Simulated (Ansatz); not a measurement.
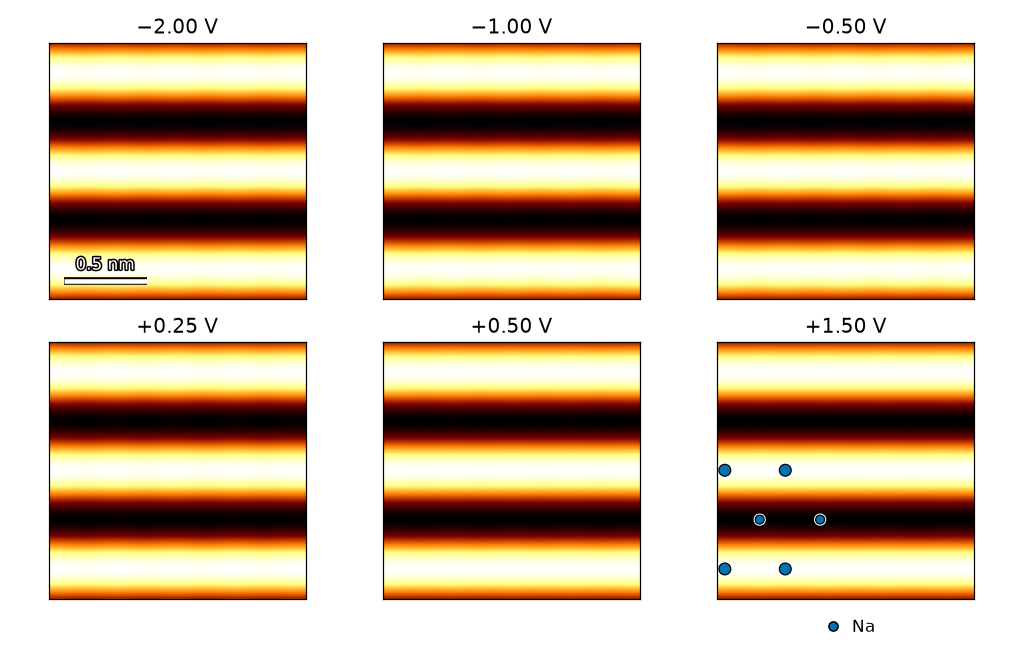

Constant-height images of Na(211) (Im-3m bulk, 7 atomic planes (those closer than 0.6 Å count as one), 10 Å) at 6 sample biases, each on its own colour scale; the last has the atoms seen from above drawn over one corner (deeper ones smaller).

Model: Tersoff–Hamann, s-wave tip, no tip–sample forces. Bias windows are sharp sums over the levels of the k mesh.

Method: Ansatz, DFT PBE, scalar-relativistic, plane waves, PAW. Cutoff 420 eV, 20 × 12 k-points, Gaussian smearing 0.1 eV, dipole correction. The slab is a cut without reconstruction beyond its cell, at the source's lattice constants, with its lower half held fixed and the rest relaxed. No spin polarisation.

Input file:

```yaml
crystal:
  lattice:
    - [3.66761759, 0.0, 0.0]
    - [0.0, 5.98919444, 0.0]
    - [0.0, 0.0, 28.3735890176]
  atoms:
    - { symbol: Na, position: [0.33333333, 0.5, 0.3171963897] }
    - { symbol: Na, position: [0.66666667, 0.0, 0.3781309298] }
    - { symbol: Na, position: [0.0, 0.5, 0.4390654599] }
    - { symbol: Na, position: [0.3266564213, 0.0, 0.4976201144] }
    - { symbol: Na, position: [0.6658838907, 0.5, 0.5541304544] }
    - { symbol: Na, position: [-0.0582918225, 0.0, 0.6163959751] }
    - { symbol: Na, position: [0.3648572025, 0.5, 0.6701027079] }
basis:
  ecutwfc: 420.0
  fft_grid_basis: typed
kpoints:
  mp_grid: { grid: [20, 12, 1] }
hamiltonian:
  xc: pbe
  pseudopotentials: { kind: paw }
scf:
  occupations: { method: gaussian, width: 0.1 }
output:
  forces: true
  eigenvalues: true
  band_densities:
    - { e_range: [-2.0, -1.0] }
    - { e_range: [-1.0, -0.5] }
    - { e_range: [-0.5, -0.25] }
    - { e_range: [-0.25, 0.0] }
    - { e_range: [0.0, 0.25] }
    - { e_range: [0.25, 0.5] }
    - { e_range: [0.5, 1.0] }
    - { e_range: [1.0, 1.5] }
  band_residual_tolerance: 1.0e-05
  write_potential: true
  elf: true
  write_density: true
  volumetric_format: npy
efield:
  axis: 3
  dipole_correction: true
  ramp_width: 0.04
checkpoint:
  read: start.run
  write: ck
  compress: false
  write_wavefunctions: false
  write_every: 100000
```

Command:

```sh
ansatz run input.yaml --threads 1 --pin off --max-ram 2211MiB --backend cpu --events-out ev --progress --plain --runs-dir out
```

Cost without the relaxation before it: 5.9 min on 1 thread of Arm Neoverse V1, on a shared host, peak memory 1.5 GiB.

Question: How do the images change with bias?

Answer:
| bias | height (Å) | bright/dark | brightest over |
| --- | --- | --- | --- |
| −2.00 V | 4.5 | 1.8 | top Na atoms |
| −1.00 V | 4.5 | 1.8 | top Na atoms |
| −0.50 V | 4.5 | 1.7 | top Na atoms |
| +0.25 V | 4.5 | 1.4 | top Na atoms |
| +0.50 V | 4.5 | 1.8 | top Na atoms |
| +1.50 V | 4.5 | 1.9 | points 1.3 Å to the side of the top Na atoms and top Na atoms |

The slab has states at the Fermi level, so this model gives a current down to small biases. Its work function (top face) is 2.73 eV.
